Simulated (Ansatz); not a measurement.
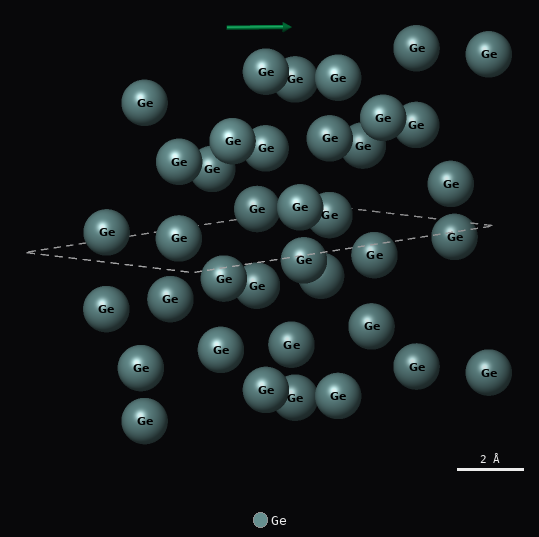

Energy scan for crystalline Ge (R-3), in which the crystal above a cut along the (1 1 0) plane of the conventional cell (between a plane of Ge below and one of Ge above, 0.96 Å apart) is slid rigidly by fractions of an in-plane lattice vector 9.73 Å long (a generalised stacking fault). One cut stands in each cell, which starts 9.9 Å high; nothing is relaxed, and the dashed outline marks the cut, the arrow on top the direction of slip. The picture shows the perfect crystal around the cut (dashed). Style: spheres-only. Shown: the layers on both sides of the cut, from the side, nearly along the cut plane.

The calculation used DFT r2SCAN, scalar-relativistic, plane waves, PAW in Ansatz. Set-up: plane-wave cutoff 500 eV; k-point mesh 7 × 7 × 4; occupations gaussian; smearing width 0.15 eV; no spin polarisation. Energies (free energies at the smearing named) are counted from the relaxed crystal.

Input file:
```yaml
crystal:
  lattice:
    - [4.9460655643, -2.855612285, -1.9700863685]
    - [0.0, 0.0, -5.9102591056]
    - [4.9460655643, 8.5668368549, 0.0]
  atoms:
    - { symbol: Ge, position: [0.5, 0.7871277287, 0.5] }
    - { symbol: Ge, position: [0.0, 0.2871277287, 0.0] }
    - { symbol: Ge, position: [0.5, 0.2128722713, 0.5] }
    - { symbol: Ge, position: [0.0, 0.7128722713, 0.0] }
    - { symbol: Ge, position: [0.0549985323, 0.2276568815, 0.2488076623] }
    - { symbol: Ge, position: [0.5549985323, 0.7276568815, 0.7488076623] }
    - { symbol: Ge, position: [0.0992892404, 0.8795599788, 0.403095435] }
    - { symbol: Ge, position: [0.5992892404, 0.3795599788, 0.903095435] }
    - { symbol: Ge, position: [0.3457122273, 0.1307523165, 0.8480969027] }
    - { symbol: Ge, position: [0.8457122273, 0.6307523165, 0.3480969027] }
    - { symbol: Ge, position: [0.9450014677, 0.7723431185, 0.7511923377] }
    - { symbol: Ge, position: [0.4450014677, 0.2723431185, 0.2511923377] }
    - { symbol: Ge, position: [0.9007107596, 0.1204400212, 0.596904565] }
    - { symbol: Ge, position: [0.4007107596, 0.6204400212, 0.096904565] }
    - { symbol: Ge, position: [0.6542877727, 0.8692476835, 0.1519030973] }
    - { symbol: Ge, position: [0.1542877727, 0.3692476835, 0.6519030973] }
basis:
  ecutwfc: 500
kpoints:
  mp_grid: { grid: [7, 7, 4] }
hamiltonian:
  xc: r2scan
scf:
  occupations: { method: gaussian, width: 0.15 }
output:
  forces: true
  stress: true
  eigenvalues: true
```

Launched with:
```bash
ansatz run input.yaml --threads 2 --pin off --max-ram 5120MiB --backend cpu --events-out ev --progress --plain --runs-dir out
```

> Predict the energy profile (the slip: 0.000, 0.167, 0.333, 0.500, 1.000).

| slip (fraction of the lattice vector) | γ (mJ/m²) |
| --- | --- |
| 0.000 | 0 |
| 0.167 | 2105 |
| 0.333 | 9201 |
| 0.500 | 10558 |
| 1.000 | 0 |

Points that are alike by symmetry were computed once.

The curve starts and ends at zero, since a full lattice vector restores the crystal. Its highest computed point is 10558 mJ/m² at slip 0.50. The points are too sparse to place its extrema closely. Relaxation across the fault would lower the values.
